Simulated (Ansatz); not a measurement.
Input file:

```
crystal:
  lattice:
    - [-1.8673456004, 1.5310993233, 1.3667662509]
    - [1.5310993233, -1.8673456004, 1.3667662509]
    - [3.3819136705, 3.3819136705, -1.9826019232]
  atoms:
    - { symbol: Ru, position: [0.9584460289, 0.0415539711, 1.0], spin: 1.0 }
    - { symbol: Ru, position: [0.7915539711, 0.2084460289, 0.5], spin: 1.0 }
hamiltonian:
  xc: r2scan
  pseudopotentials:
    kind: paw
    azcp:
      Ru: "pseudopotentials/Ru.paw.azcp"
basis:
  ecutwfc: 500
  fft_grid_basis: typed
kpoints:
  mp_grid: { grid: [17, 17, 8], shift: [0, 0, 0] }
magnetization:
  spin_polarized: true
scf:
  occupations: { method: fermi_dirac, width: 0.05 }
  lower_state_search: "off"
output:
  stress: true
  write_density: true
  write_potential: true
  elf: true
  volumetric_format: npy
```

Run with:

```sh
ansatz run input.yaml --threads 2 --pin off --max-ram 6144MiB --backend cpu --events-out ev --progress --plain --runs-dir out
```

Below, planes, directions and counts refer to the conventional cell (a = 2.77 Å, b = 2.77 Å, c = 4.37 Å, α = 89.99°, β = 90.02°, γ = 120.00°).

Space group P6₃/mmc; set up as Ru, beta-Sn type; a generated structure, not necessarily the stable one; changed on purpose from its base cell (volume × 1.08); computed pressure about −22 GPa in this cell; the program warned that a starting moment wasn't kept; spin-polarised, but the moments vanished.

Theory: DFT, r2SCAN, plane waves (500 eV) with PAW, scalar-relativistic in Ansatz 0.2.0.

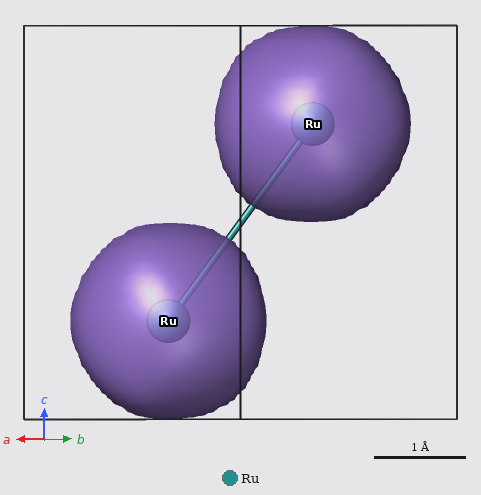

Ru. Isosurface of the valence charge density (pseudo) at 0.5 e/Å³ (purple), seen along [110]. Sticks mark near contacts.

Core electrons are frozen (PAW), and the valence fields are smoothed inside the atomic spheres.

Q: How is the density connected at this value?

A: At this value the density breaks into separate islands; it holds about 80 % of the electrons treated as valence (semicore included). It bridges none of the near contacts. It is pinched off along the shortest Ru–Ru (2.71 Å) and Ru–Ru (2.77 Å) contacts. On the grid the lowest density along these lines, outside the cores, is 0.39 e/Å³ (Ru–Ru, 2.71 Å) and 0.34 e/Å³ (Ru–Ru, 2.77 Å).

Q: Does the calculation make it a metal, or give it a gap?

A: It is gapless in this calculation (a metal or semimetal).
